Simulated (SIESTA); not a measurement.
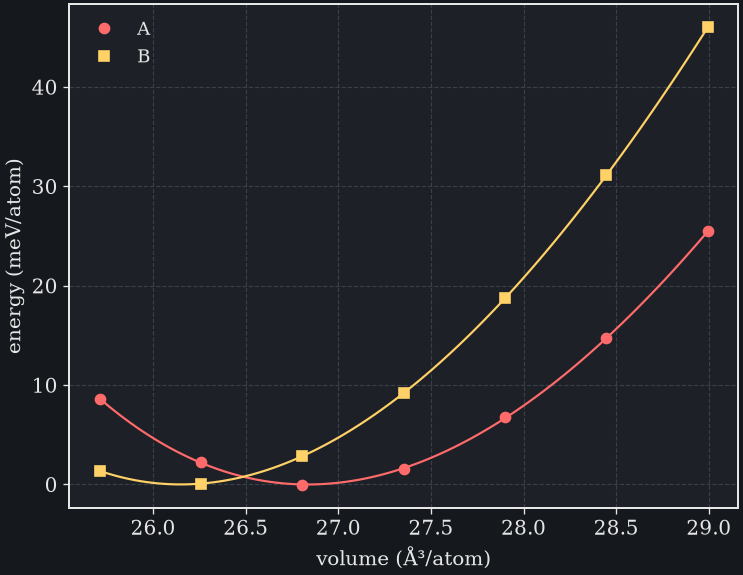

The figure compares two calculations of the energy against volume, each curve from its own zero. The first is for Sn, space group I4/mmm (No. 139).

The cell holds 1 atom.

Method: DFT in numerical atomic orbitals with pseudopotentials, no spin polarisation; energies at scaled volumes of the given cell, shape and fractions fixed, counted from the fit's minimum, third-order Birch-Murnaghan fit (SIESTA 5.4.2). Level: LDA.

k mesh 10×10×10; occupations Fermi–Dirac; smearing width 0.05 eV; potentials PseudoDojo 0.4 standard, converted to PSML, two zetas on semicore shells; program settings basis DZP, mesh cutoff 500 Ry.

In the second, the level changes from LDA to PBEsol.

Q: Which of A and B is the second calculation, and what did the change do?

A: A. The equilibrium volume rises from 26.15 to 26.83 Å³/atom (+2.6 %) and the bulk modulus falls from 57.9 to 54.4 GPa (−6.0 %).

For both, limits of the calculation: mulliken charges of long orbitals; shape and atomic fractions are frozen while scaling, which makes layered, chain and framework solids too stiff.

V0 and the bulk modulus come from third-order Birch–Murnaghan fits.
